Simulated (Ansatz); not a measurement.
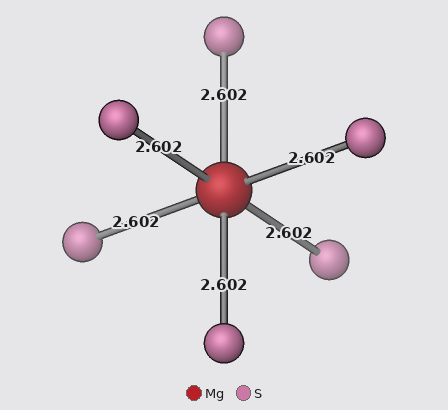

The surroundings of site Mg1 (at 0.000, 0.000, 0.000) in MgS (Fm-3m), with bond lengths in Å.

Origin of the cell: a calculation's input that goes back to an entry of the Crystallography Open Database (an earlier step may have relaxed or displaced it).

```
Mg S
1.0
     5.20330    0.00000    0.00000
     0.00000    5.20330    0.00000
     0.00000    0.00000    5.20330
Mg S
4 4
Direct
  0.00000 0.00000 0.00000
  0.00000 0.50000 0.50000
  0.50000 0.00000 0.50000
  0.50000 0.50000 0.00000
  0.00000 0.00000 0.50000
  0.00000 0.50000 0.00000
  0.50000 0.00000 0.00000
  0.50000 0.50000 0.50000
```

Bond valence s = exp((R0 − d)/b), R0 fitted to published crystal structures with b = 0.37 Å; R0 in Å: Mg2+–S 2.186.

> Calculate the bond-valence sum of Mg1 from the bonds drawn.

6 × 0.325 = 1.95 v.u., against a formal valence of 2: a close match.

> And over the whole structure?

```tsv
site	x, y, z	formal valence	bond-valence sum	difference
Mg1	0.000, 0.000, 0.000	+2	1.97	-0.03
S1	0.000, 0.000, 0.500	−2	1.97	-0.03
```

These sums include all anions within 5 Å. The global instability index (root mean square of the differences over all atoms) is 0.03 v.u.: little strain. The cell was not relaxed for this table, and a volume that is off by a few per cent shifts all sums together.
